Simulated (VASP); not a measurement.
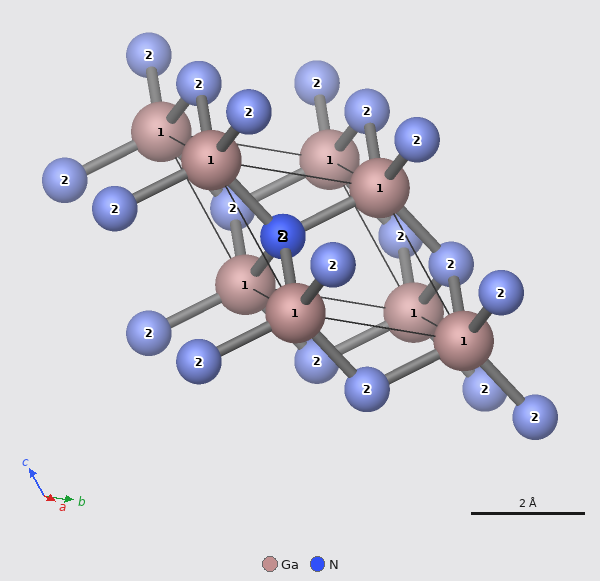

Figure 1. The structure as given in the input (ball-and-stick view of the reduced cell, seen at an oblique angle; neighbours outside the cell are drawn fainter; atoms are numbered from 1 in the order of the input). Near neighbours in the crystal (not all of them lie inside the picture): Ga has 4 N at 1.96 Å; N has 4 Ga at 1.96 Å.

Band-structure calculation of GaN

The run: band-structure calculation of GaN (2 atoms in the cell). Method and program: DFT, PBE, plane waves, PAW (VASP 6.6.1).

The structure was built on a prototype by a generator. The geometry comes from this level: r2SCAN (a point of a series of strains). It belongs to a series of runs on one base structure; here: uniaxial_x strain +1.2%.

INCAR:
```
ENCUT = 520.000000
SIGMA = 0.020000
EDIFF = 1.00e-07
GGA = PE
PREC = Accurate
IBRION = -1
ISIF = 2
ISMEAR = -1
NBANDS = 16
NELM = 120
NSW = 0
LASPH = .TRUE.
LCHARG = .TRUE.
LELF = .TRUE.
LWAVE = .FALSE.
LREAL = .FALSE.
```

KPOINTS:
```
KPOINTS created by Atomic Simulation Environment
0
Gamma
10 10 10
0 0 0
```

KPOINTS_OPT:
```
special points
6
Reciprocal
0.0000000000 0.0000000000 0.0000000000 1
-0.5000000000 -0.5000000000 0.0000000000 1
-0.3750000000 -0.3750000000 0.2500000000 1
-0.3750000000 0.0000000000 0.3750000000 1
0.0000000000 0.0000000000 0.5000000000 1
-0.5000000000 -0.2500000000 0.2500000000 1
```

POSCAR:
```
Ga N
 1.0000000000000000
     0.0000000000000000    2.2489525415000000    2.2489525415000000
     2.2763897625000000    0.0000000000000000    2.2489525415000000
     2.2763897625000000    2.2489525415000000    0.0000000000000000
 Ga  N
   1   1
Cartesian
  0.0000000000000000  0.0000000000000000  0.0000000000000000
  1.1381948812500000  1.1244762707500000  1.1244762707500000
```

Run on 1 CPU thread, shared host.

Launched with:
```bash
mpirun -np 1 vasp_std
```

OSZICAR:
```
N       E                     dE             d eps       ncg     rms          rms(c)
DAV:   1     0.826784848941E+02    0.82678E+02   -0.94223E+03  3656   0.203E+03
DAV:   2    -0.828398978840E+01   -0.90962E+02   -0.84487E+02  3792   0.330E+02
DAV:   3    -0.140705879368E+02   -0.57866E+01   -0.57667E+01  3816   0.703E+01
DAV:   4    -0.141362966844E+02   -0.65709E-01   -0.65703E-01  4176   0.809E+00
DAV:   5    -0.141371878406E+02   -0.89116E-03   -0.89115E-03  3896   0.831E-01    0.770E+00
DAV:   6    -0.121460339896E+02    0.19912E+01   -0.49138E+00  4920   0.395E+01    0.268E+00
DAV:   7    -0.121539775562E+02   -0.79436E-02   -0.31691E-01  3600   0.661E+00    0.177E+00
DAV:   8    -0.121503243368E+02    0.36532E-02   -0.59169E-02  3672   0.324E+00    0.804E-01
DAV:   9    -0.121460244515E+02    0.42999E-02   -0.14291E-02  4888   0.269E+00    0.206E-01
DAV:  10    -0.121463988070E+02   -0.37436E-03   -0.14859E-03  3816   0.521E-01    0.103E-01
DAV:  11    -0.121463007391E+02    0.98068E-04   -0.27758E-04  4808   0.255E-01    0.776E-03
DAV:  12    -0.121463059717E+02   -0.52325E-05   -0.30079E-05  3792   0.514E-02    0.100E-02
DAV:  13    -0.121463057403E+02    0.23138E-06   -0.70689E-07  4064   0.138E-02    0.293E-03
DAV:  14    -0.121463056620E+02    0.78294E-07   -0.50525E-08  2896   0.284E-03
   1 F= -.12146306E+02 E0= -.12146306E+02  d E =-.166361E-10
       N       E                     dE             ncg
DAV:   1     0.251422998281E+04   -0.41281E+04      192
DAV:   2     0.196286492575E+04   -0.55137E+03      224
DAV:   3     0.192641689169E+04   -0.36448E+02      208
DAV:   4     0.192599669098E+04   -0.42020E+00      272
DAV:   5     0.192599181535E+04   -0.48756E-02      208
DAV:   6     0.192599166255E+04   -0.15280E-03      296
DAV:   7     0.192599166031E+04   -0.22421E-05      216
DAV:   8     0.192599166019E+04   -0.11655E-06      240
DAV:   9     0.192599166018E+04   -0.67448E-08      160
```

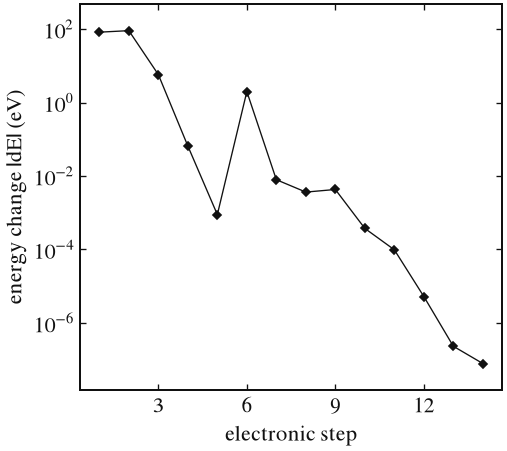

Figure 2. Convergence of the self-consistent field: energy change |dE| against the electronic step. It takes 14 electronic steps. The density is held fixed in the first few steps, and dE rises again when its update begins.

Parts of OUTCAR:
```
k-points           NKPTS =    102   k-points in BZ     NKDIM =    102   number of bands    NBANDS=     16

   NELECT =      18.0000    total number of electrons

   dimension x,y,z NGX =    24 NGY =   24 NGZ =   24
   dimension x,y,z NGXF=    48 NGYF=   48 NGZF=   48

  energy-cutoff  :      520.00
  volume of cell :       23.03
      direct lattice vectors                 reciprocal lattice vectors
     0.000000000  2.248952542  2.248952542    -0.219646041  0.222325723  0.222325723
     2.276389763  0.000000000  2.248952542     0.219646041 -0.222325723  0.222325723
     2.276389763  2.248952542  0.000000000     0.219646041  0.222325723 -0.222325723

 k-points in reciprocal lattice and weights: KPOINTS created by Atomic Simulation Env
   0.00000000  0.00000000  0.00000000       0.001
   0.10000000  0.00000000  0.00000000       0.008
   0.20000000  0.00000000  0.00000000       0.008
   0.30000000  0.00000000  0.00000000       0.008
   0.40000000  0.00000000  0.00000000       0.008
   0.50000000 -0.00000000 -0.00000000       0.004
   0.10000000  0.10000000  0.00000000       0.004
   0.20000000  0.10000000  0.00000000       0.016
   0.30000000  0.10000000 -0.00000000       0.016
   0.40000000  0.10000000 -0.00000000       0.016
   0.50000000  0.10000000  0.00000000       0.016
  -0.40000000  0.10000000  0.00000000       0.016
  -0.30000000  0.10000000  0.00000000       0.016
  -0.20000000  0.10000000  0.00000000       0.016
  -0.10000000  0.10000000  0.00000000       0.008
   0.20000000  0.20000000  0.00000000       0.004
   0.30000000  0.20000000 -0.00000000       0.016
   0.40000000  0.20000000 -0.00000000       0.016
   0.50000000  0.20000000  0.00000000       0.016
  -0.40000000  0.20000000  0.00000000       0.016
  -0.30000000  0.20000000  0.00000000       0.016
  -0.20000000  0.20000000  0.00000000       0.008
   0.30000000  0.30000000  0.00000000       0.004
   0.40000000  0.30000000  0.00000000       0.016
   0.50000000  0.30000000 -0.00000000       0.016
  -0.40000000  0.30000000  0.00000000       0.016
  -0.30000000  0.30000000 -0.00000000       0.008
   0.40000000  0.40000000  0.00000000       0.004
   0.50000000  0.40000000  0.00000000       0.016
  -0.40000000  0.40000000  0.00000000       0.008
   0.50000000  0.50000000  0.00000000       0.002
   0.00000000  0.10000000  0.10000000       0.002
   0.20000000  0.10000000  0.10000000       0.004
   0.30000000  0.10000000  0.10000000       0.008
   0.40000000  0.10000000  0.10000000       0.008
   0.50000000  0.10000000  0.10000000       0.008
  -0.40000000  0.10000000  0.10000000       0.008
  -0.30000000  0.10000000  0.10000000       0.008
  -0.20000000  0.10000000  0.10000000       0.008
  -0.10000000  0.10000000  0.10000000       0.008
   0.30000000  0.20000000  0.10000000       0.008
   0.40000000  0.20000000  0.10000000       0.016
   0.50000000  0.20000000  0.10000000       0.016
  -0.40000000  0.20000000  0.10000000       0.016
  -0.30000000  0.20000000  0.10000000       0.016
  -0.20000000  0.20000000  0.10000000       0.016
  -0.10000000  0.20000000  0.10000000       0.008
   0.20000000  0.30000000  0.10000000       0.008
   0.40000000  0.30000000  0.10000000       0.008
   0.50000000  0.30000000  0.10000000       0.016
  -0.40000000  0.30000000  0.10000000       0.016
  -0.30000000  0.30000000  0.10000000       0.016
  -0.20000000  0.30000000  0.10000000       0.008
   0.20000000  0.40000000  0.10000000       0.016
   0.30000000  0.40000000  0.10000000       0.008
   0.50000000  0.40000000  0.10000000       0.008
  -0.40000000  0.40000000  0.10000000       0.016
  -0.30000000  0.40000000  0.10000000       0.008
   0.20000000  0.50000000  0.10000000       0.016
   0.30000000  0.50000000  0.10000000       0.016
   0.40000000  0.50000000  0.10000000       0.008
  -0.40000000  0.50000000  0.10000000       0.004
   0.20000000 -0.40000000  0.10000000       0.008
   0.30000000 -0.40000000  0.10000000       0.016
   0.40000000 -0.40000000  0.10000000       0.016
   0.50000000 -0.40000000  0.10000000       0.004
   0.30000000 -0.30000000  0.10000000       0.016
   0.40000000 -0.30000000  0.10000000       0.008
   0.30000000 -0.20000000  0.10000000       0.008
   0.00000000  0.20000000  0.20000000       0.002
   0.40000000  0.20000000  0.20000000       0.004
   0.50000000  0.20000000  0.20000000       0.008
  -0.40000000  0.20000000  0.20000000       0.008
  -0.30000000  0.20000000  0.20000000       0.008
  -0.20000000  0.20000000  0.20000000       0.008
  -0.10000000  0.20000000  0.20000000       0.008
   0.50000000  0.30000000  0.20000000       0.008
  -0.40000000  0.30000000  0.20000000       0.016
  -0.30000000  0.30000000  0.20000000       0.016
  -0.20000000  0.30000000  0.20000000       0.016
  -0.10000000  0.30000000  0.20000000       0.008
  -0.40000000  0.40000000  0.20000000       0.008
  -0.30000000  0.40000000  0.20000000       0.016
  -0.20000000  0.40000000  0.20000000       0.008
  -0.30000000  0.50000000  0.20000000       0.004
   0.40000000 -0.40000000  0.20000000       0.008
   0.40000000 -0.30000000  0.20000000       0.008
   0.50000000 -0.30000000  0.20000000       0.004
   0.00000000  0.30000000  0.30000000       0.002
  -0.40000000  0.30000000  0.30000000       0.004
  -0.30000000  0.30000000  0.30000000       0.008
  -0.20000000  0.30000000  0.30000000       0.008
  -0.10000000  0.30000000  0.30000000       0.008
  -0.30000000  0.40000000  0.30000000       0.008
  -0.20000000  0.40000000  0.30000000       0.016
  -0.10000000  0.40000000  0.30000000       0.008
  -0.20000000  0.50000000  0.30000000       0.004
   0.00000000  0.40000000  0.40000000       0.002
  -0.20000000  0.40000000  0.40000000       0.004
  -0.10000000  0.40000000  0.40000000       0.008
  -0.10000000  0.50000000  0.40000000       0.004
   0.00000000  0.50000000  0.50000000       0.001

 E-fermi :   5.6030

 k-point     1 :       0.0000    0.0000    0.0000
  band No.  band energies     occupation
      1     -10.6661      2.00000
      2      -8.2302      2.00000
      3      -8.2171      2.00000
      4      -8.2171      2.00000
      5      -7.9082      2.00000
      6      -7.9080      2.00000
      7       5.1772      2.00000
      8       5.2345      2.00000
      9       5.2345      2.00000
     10       6.9002      0.00000
     11      15.4692      0.00000
     12      15.4692      0.00000
     13      15.5031      0.00000
     14      22.7395      0.00000
     15      23.7627      0.00000
     16      24.1601      0.00000

 k-point     2 :       0.1000    0.0000    0.0000
  band No.  band energies     occupation
      1     -10.5575      2.00000
      2      -8.2135      2.00000
      3      -8.2038      2.00000
      4      -8.1811      2.00000
      5      -7.9095      2.00000
      6      -7.9091      2.00000
      7       4.1138      2.00000
      8       5.0882      2.00000
      9       5.1316      2.00000
     10       7.7627      0.00000
     11      14.9805      0.00000
     12      15.6392      0.00000
     13      15.6490      0.00000
     14      22.5028      0.00000
     15      22.8265      0.00000
     16      22.8596      0.00000

 k-point     3 :       0.2000    0.0000    0.0000
  band No.  band energies     occupation
      1     -10.2848      2.00000
      2      -8.1816      2.00000
      3      -8.1728      2.00000
      4      -8.0180      2.00000
      5      -7.9092      2.00000
      6      -7.9068      2.00000
      7       2.3135      2.00000
      8       4.8209      2.00000
      9       4.8785      2.00000
     10       8.8403      0.00000
     11      14.2036      0.00000
     12      15.8839      0.00000
     13      15.9303      0.00000
     14      21.5596      0.00000
     15      21.9479      0.00000
     16      22.0450      0.00000

 k-point     4 :       0.3000    0.0000    0.0000
  band No.  band energies     occupation
      1      -9.9973      2.00000
      2      -8.1542      2.00000
      3      -8.1451      2.00000
      4      -7.8972      2.00000
      5      -7.8925      2.00000
      6      -7.6207      2.00000
      7       0.4570      2.00000
      8       4.5189      2.00000
      9       4.5927      2.00000
     10       9.5174      0.00000
     11      13.8385      0.00000
     12      15.8272      0.00000
     13      15.9483      0.00000
     14      20.9036      0.00000
     15      22.4288      0.00000
     16      22.4595      0.00000

 k-point     5 :       0.4000    0.0000    0.0000
  band No.  band energies     occupation
      1      -9.8269      2.00000
      2      -8.1423      2.00000
      3      -8.1332      2.00000
      4      -7.8762      2.00000
      5      -7.8693      2.00000
      6      -7.0170      2.00000
      7      -1.1016      2.00000
      8       4.2927      2.00000
      9       4.3789      2.00000
     10       9.7662      0.00000
     11      13.8559      0.00000
     12      15.5851      0.00000
     13      15.7477      0.00000
     14      20.7458      0.00000
     15      23.8066      0.00000
     16      23.8357      0.00000

 [... the levels of 96 k-points are left out ...]

 k-point   102 :       0.0000    0.5000    0.5000
  band No.  band energies     occupation
      1      -9.6132      2.00000
      2      -8.1318      2.00000
      3      -7.9221      2.00000
      4      -7.9221      2.00000
      5      -7.8361      2.00000
      6      -6.2808      2.00000
      7      -0.9694      2.00000
      8       2.5973      2.00000
      9       2.5973      2.00000
     10       8.6189      0.00000
     11      11.9687      0.00000
     12      16.7709      0.00000
     13      19.1553      0.00000
     14      19.1553      0.00000
     15      26.9267      0.00000
     16      29.8819      0.00000

  Total        0.4162950      0.6332569      0.6332569      0.0000000      0.0000000      0.0000000
  in kB       28.9650667     44.0608949     44.0608949      0.0000000      0.0000000      0.0000000
  external PRESSURE =      39.0289522 kB  Pullay stress =       0.0000000 kB

 POSITION                                       TOTAL-FORCE (eV/Angst)
 -----------------------------------------------------------------------------------
      0.00000      0.00000      0.00000        -0.000000      0.000000      0.000000
      1.13819      1.12448      1.12448         0.000000      0.000000      0.000000
 -----------------------------------------------------------------------------------
    total drift:                                0.000002      0.000001      0.000001

  FREE ENERGIE OF THE ION-ELECTRON SYSTEM (eV)
  ---------------------------------------------------
  free  energy   TOTEN  =       -12.1463056620 eV

  energy  without entropy=      -12.1463056620  energy(sigma->0) =      -12.14630566
```

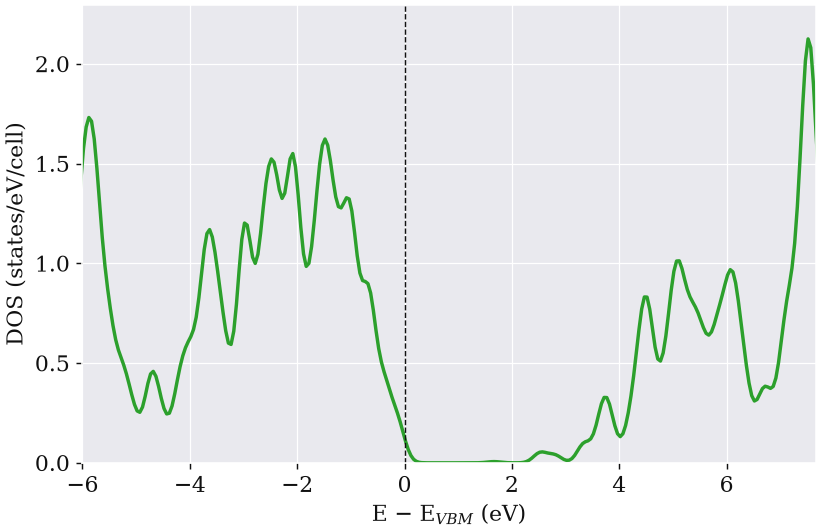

Figure 3. Density of states (the curve is built from the levels of the k mesh with Gaussians 0.3 eV wide, which also blur the band edges), with energies from the valence-band top. There is a gap of 1.67 eV on the k-point mesh. Small ripples come from the finite k-point mesh.

Summary:

| quantity | value |
| --- | --- |
| outcome | converged |
| space group (tolerance 0.01 Å) | I-4m2 (119) |
| electrons treated | 18 |
| free energy | −12.1463 eV |
| Fermi energy | 5.603 eV |
| band gap | 1.67 eV |
| pressure | 3.90 GPa |
| largest force (length of the vector) | under 0.001 eV/Å |
| wall time | 29 s |
| peak memory | 0.19 GiB |
